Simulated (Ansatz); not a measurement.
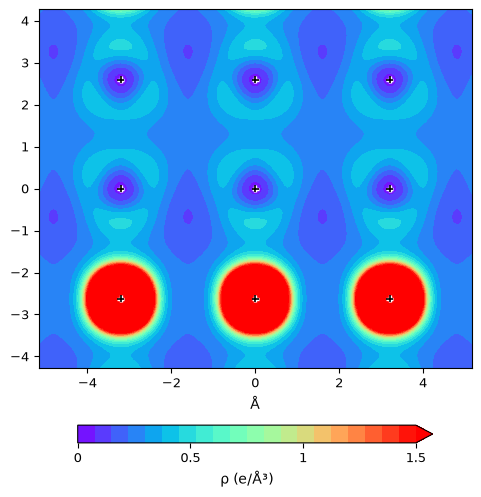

The valence electron density on a plane through atoms (crosses mark nuclei in the plane).

The calculation used DFT PBE, scalar-relativistic, plane waves, PAW (Ansatz 0.2.0).

Candidates:
A. Si$_{2}$Mo, a = 3.21 Å, b = 3.21 Å, c = 7.85 Å, α = 90.00°, β = 90.00°, γ = 90.00°. Space group I4/mmm; computed without spin polarisation.
B. Si (slab), a = 3.87 Å, b = 5.47 Å, c = 24.67 Å, α = 90.00°, β = 90.00°, γ = 90.00°. Not relaxed (largest force 0.6 eV/Å).

Q: Which system is this?

A: Candidate A: Si$_{2}$Mo on the (010) plane of the conventional cell, which holds Si and Mo. Si–Mo (2.63 Å): ρ at the midpoint is about 0.39 e/Å³.
